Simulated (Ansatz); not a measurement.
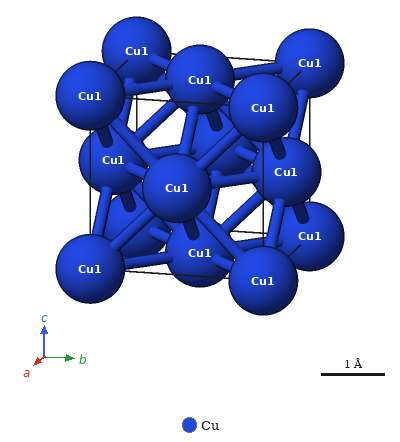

**Figure 1.** The input geometry (ball-and-stick view of the cell 4 times as large as that of the calculation, set on its symmetry axes, seen slightly off an axis; atoms are numbered from 1 in the order of the input).

**Cu: single-point calculation**

Cu (Fm-3m, 1 atom in the cell), computed with DFT, LDA, plane waves, PAW, no spin polarisation (Ansatz 0.2.0).

Figures and captions count atoms from 1; the log counts them from 0 in places.

The input:
```yaml
crystal:
  lattice:
    - [0.0, 1.4414539722, 1.4414539722]
    - [1.4414539722, 0.0, 1.4414539722]
    - [1.4414539722, 1.4414539722, 0.0]
  atoms:
    - { symbol: Cu, position: [0.0, 0.0, 0.0] }
kpoints:
  mp_grid: { grid: [18, 18, 18] }
  band_path:
    path:
      - [0.0, 0.0, 0.0]
      - [0.5, 0.0, 0.5]
      - [0.625, 0.25, 0.625]
      - [0.375, 0.375, 0.75]
      - [0.0, 0.0, 0.0]
      - [0.5, 0.5, 0.5]
      - [0.5, 0.25, 0.75]
      - [0.5, 0.0, 0.5]
    npoints: 8
scf:
  occupations: { method: fermi_dirac, width: 0.05 }
hamiltonian:
  xc: lda
  pseudopotentials: { kind: paw }
output:
  forces: true
  stress: true
  eigenvalues: true
  populations: true
  write_density: true
  write_potential: true
  elf: true
  volumetric_format: npy
basis:
  ecutwfc: "44.1 Ry"
```

Hardware: 1 thread of Arm Neoverse V2, 24 GiB of memory available, shared host.

Command:
```bash
ansatz run input.yaml --threads 1 --pin off --max-ram 2048MiB --backend cpu --events-out ev --progress --plain --runs-dir out
```

Output:
```
Engine: ansatz 0.2.0, aarch64-unknown-linux-gnu
Pseudopotentials: kind: paw
Pseudopotential: Cu, paw, valence charge 19, recommended cutoff 420 eV (normal), Cu.paw.azcp
Functional definition: SPW92
  exchange = slater_x
  correlation = pw_c
Crystal: 1 atoms, lattice volume = 5.990 Å³
Basis set: ecut = 600.0110667240353 eV, 181 PW (Γ)
Bands: 14, of which v1, the nominal top of the filled ones, is band 10 counted from 1 (9 counted from 0)
Symmetry: 48 space group operations
Space group: Fm-3m (ITA 225), of the structure as read, at distance tolerance 1.8e-5 Å
k-points: 195 of 5832
Non-local potential: Cu, projectors of the file, l = 0: 3, l = 1: 2, l = 2: 3, l = 3: 1
PAW form: soft (Blöchl's): semilocal exchange-correlation on the pseudo side does not see the compensation charge
PAW frozen core: Cu, regenerated for the run's functional, and the local potential with it (the file was generated under x = pbe(κ = 0.804, μ = 0.2195149727645171), c = pbe(β = 0.06672455060314922))
PAW one-centre angular grid: Cu, 590 points (default); XC on 64 Gauss nodes
Initial density: superposition of atomic densities (neutral atoms: chi_scale 0, normalization atom), corrected by the library's trained network
Initial wavefunctions: pseudopotential atomic-orbital guess
Functional: x = slater, c = lda
SCF iter   1: F=—  HF=-6551.563099 eV  |F-HF|=—  |Δ(HF+E_count)|=         —  Δρ=1.07e-2  dr2=3.68e-3  ethr=1.77e-3  ⟨swp⟩=5.3  Hψ=15084  notcnv=0
preconditioner: auto → none  [metal: Δε(μ)=0.085 eV  Ē_g=27.443 eV  σ=0.050 eV  W_gap=0.39  n_scr=0 (ndim 8)  ℏωp=50.3 eV  f_vac=0.000  D(μ)=0.18/eV (n_scr^D=0)]
SCF iter   2: F=—  HF=-6551.563261 eV  |F-HF|=—  |Δ(HF+E_count)|=   1.61e-4  Δρ=4.76e-3  dr2=5.46e-4  ethr=1.94e-5  ⟨swp⟩=2.0  Hψ=5779  notcnv=0  defer=44
SCF iter   3: F=—  HF=-6551.564710 eV  |F-HF|=—  |Δ(HF+E_count)|=   1.45e-3  Δρ=9.77e-3  dr2=2.65e-3  ethr=2.87e-6  ⟨swp⟩=2.0  Hψ=5333  notcnv=0  defer=44
SCF iter   4: F=—  HF=-6551.563811 eV  |F-HF|=—  |Δ(HF+E_count)|=   8.98e-4  Δρ=7.46e-4  dr2=1.27e-5  ethr=2.87e-6  ⟨swp⟩=2.0  Hψ=5311  notcnv=0  defer=44
SCF iter   5: F=—  HF=-6551.563786 eV  |F-HF|=—  |Δ(HF+E_count)|=   2.56e-5  Δρ=7.37e-5  dr2=1.63e-7  ethr=6.67e-8  ⟨swp⟩=2.0  Hψ=3752  notcnv=0  defer=44
SCF iter   6: F=-6551.563786 eV  HF=-6551.563786 eV  |F-HF|=4.98e-10  |Δ(HF+E_count)|=   8.35e-8  Δρ=3.36e-6  dr2=2.38e-10  ethr=5.26e-10  ⟨swp⟩=8.7  Hψ=17199  notcnv=0
SCF 1 converged in 6 iterations: F = -6551.563786 eV  dr2 = 2.38e-10
  greatest PAW one-centre occupation: 1.000 electrons in one spin orbital (limit 2), on the Cu atom at site 0 (counted from 0), in its partial waves of l = 1
```

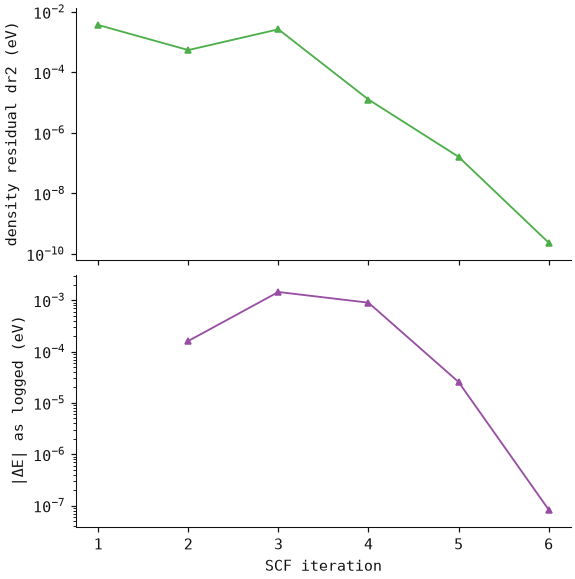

**Figure 2.** Convergence of the self-consistent field: density residual dr2 and size of the energy change against the SCF iteration. The residual comes down, with one marked jump up, by a factor of about 5, at step 3.

```
NSCF: frozen V_eff on 57 k-points
SCF converged after 6 iterations
Free energy (F): -6551.563786 eV
Harris-Foulkes:  -6551.563786 eV  (|F-HF|=4.98e-10)
Internal energy: -6551.562325 eV  (E = F + TS)
E sigma→0 (E₀):  -6551.563055 eV
Entropy (-TS):   -0.001461 eV (-1.461 meV/atom)
Fermi energy:    37.788894 eV
--- Per-component energies (eV) ---
  E_band       = -21.493621
  E_kinetic    = 316.390626
  E_local      = -2734.174285  (includes V_loc(G=0)·N_el)
  E_nonlocal   = 406.819766
  E_hartree    = 1285.883599
  E_xc         = -96.591553
  E_vxc        = -125.420642  (∫ρ·V_xc dr)
  E_paw        = -1596.777774  (= ΣΔE_a)
  E_vpaw       = -456.875251  (= ΣTr[D̂ρ^β])
  E_aug_tail   = 0.000117  (compensation charges beyond the density's cutoff)
  E_ewald      = -4133.562480
  E_core_change = 0.449660  (= ΣΔE_core)
  E_smearing   = -0.001461  (= −TS)
  E_closure    = 0.000000  (closes the sum)
  Σ components = -6551.563786   (vs F -6551.563786, Δ=0.00e0)
--- Forces (eV/Å), atoms counted from 1 ---
  atom   1  Cu     0.00000000    -0.00000000    -0.00000000
  max |Σ_I F_I| component: 6.57e-32 eV/Å
--- Stress (GPa, compression-positive) ---
      484.221765       0.000000      -0.000000
       -0.000000     484.221765       0.000000
       -0.000000      -0.000000     484.221765
  P = ⅓ Tr σ = 484.2218 GPa (4842.218 kbar)
--- Band table (eV; the first three rows and the last of 195) ---
  k-point 0: bands = ["-77.2431", "-34.3502", "-34.3502", "-34.3502", "21.4417", "30.7514", "30.7514", "30.7514", "33.1395", "33.1395", "64.6410", "72.8822", "72.8822", "72.8822"]
  k-point 1: bands = ["-77.2343", "-34.3890", "-34.3551", "-34.3551", "21.6309", "30.6773", "30.8106", "30.8106", "33.1100", "33.1100", "64.5590", "70.9142", "72.7772", "72.7772"]
  k-point 2: bands = ["-77.2089", "-34.5002", "-34.3692", "-34.3692", "22.1833", "30.4793", "30.9641", "30.9641", "33.0465", "33.0465", "63.8936", "68.1036", "72.5247", "72.5247"]
  k-point 194: bands = ["-76.8539", "-35.2172", "-35.0910", "-34.8057", "27.4684", "28.8945", "29.9998", "32.9990", "35.1815", "46.1308", "48.5601", "50.1641", "54.0498", "74.6789"]
--- Löwdin populations: 1 site ---
  site symbol       q [e]
     0     Cu     18.8236
  spilling = 0.009284 (of n_electrons = 19.000000)
```

File populations.tsv:
```
# site	symbol	l	j	q
# orbitals = lowdin
# n_electrons = 19.000000
# spilling = 0.009284
0	Cu	0_3S	-	1.983813
0	Cu	0_4S	-	1.041381
0	Cu	1_3P	-	5.997913
0	Cu	2_3D	-	9.800491
```

File rho_z.tsv:
```
# z_ang	rho[e/angstrom^3]
# format = ansatz-planar-average/11
# lattice	0.000000000	1.441453972	1.441453972
# lattice	1.441453972	0.000000000	1.441453972
# lattice	1.441453972	1.441453972	0.000000000
# sites	1
# site	29	0.000000000	0.000000000	0.000000000
0.000000	7.445163e0
0.113251	6.945407e0
0.226503	5.678229e0
0.339754	4.156901e0
0.453005	2.825530e0
0.566257	1.872073e0
0.679508	1.277009e0
0.792759	9.403747e-1
0.906011	7.702590e-1
1.019262	7.177062e-1
1.132513	7.702590e-1
1.245765	9.403747e-1
1.359016	1.277009e0
1.472267	1.872073e0
1.585518	2.825530e0
1.698770	4.156901e0
1.812021	5.678229e0
1.925272	6.945407e0
```

File v_z.tsv:
```
# z_ang	v_es[eV]	v_tot[eV]
# format = ansatz-planar-average/11
# xc	lda
# density_cutoff_ev	2400.0442668961414
# datasets	Cu=:simpson_from_first_knot:soft:shift=-2679975
# lattice	0.000000000	1.441453972	1.441453972
# lattice	1.441453972	0.000000000	1.441453972
# lattice	1.441453972	1.441453972	0.000000000
# sites	1
# site	29	0.000000000	0.000000000	0.000000000
0.000000	6.227964e0	-1.168425e1
0.113251	6.634415e0	-1.115060e1
0.226503	7.852031e0	-9.574047e0
0.339754	9.874517e0	-7.021404e0
0.453005	1.264981e1	-3.623933e0
0.566257	1.603521e1	3.979351e-1
0.679508	1.970683e1	4.652916e0
0.792759	2.315008e1	8.567468e0
0.906011	2.567487e1	1.140012e1
1.019262	2.660504e1	1.243751e1
1.132513	2.567487e1	1.140012e1
1.245765	2.315008e1	8.567468e0
1.359016	1.970683e1	4.652916e0
1.472267	1.603521e1	3.979351e-1
1.585518	1.264981e1	-3.623933e0
1.698770	9.874517e0	-7.021404e0
1.812021	7.852031e0	-9.574047e0
1.925272	6.634415e0	-1.115060e1
```

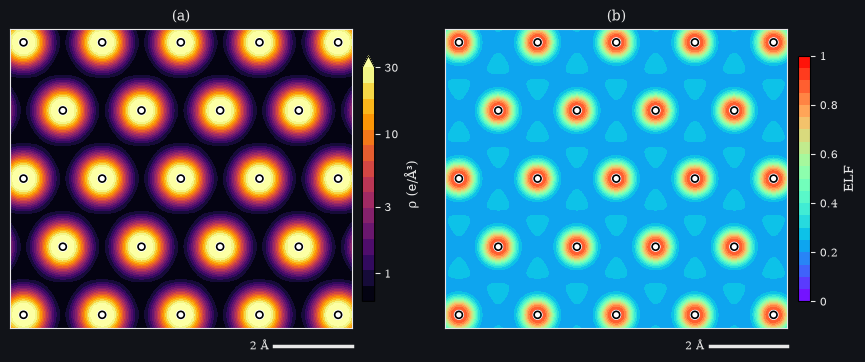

**Figure 3.** (a) valence pseudo-density; (b) ELF on the (111) plane of the conventional cell. Circles mark the nuclei in the plane (Cu). The section cuts through Cu sites. Cu–Cu (2.04 Å): the density is about 0.77 e/Å³ at the midpoint; the ELF is about 0.25 at the midpoint (no shared electron pair). Away from the nuclei the density in this plane falls to 0.63 e/Å³ at its lowest. The strong features right at Cu lie inside the PAW spheres (semicore, d or f shells) and say nothing about bonding. The fields are those of the smooth PAW valence density.

Key numbers:

| quantity | value |
| --- | --- |
| outcome | converged |
| space group (tolerance 0.01 Å) | Fm-3m (225) |
| electrons treated | 19 |
| free energy | −6551.5638 eV |
| Fermi energy | 37.789 eV |
| pressure | 484.22 GPa |
| largest force (length of the vector) | under 0.001 eV/Å |
| wall time | 2.9 s |
| peak memory | 0.28 GiB |

Settings chosen away from the usual ones: basis.ecutwfc = "44.1 Ry". The cell is under a pressure of 484 GPa at this level, so it is not at its equilibrium volume.
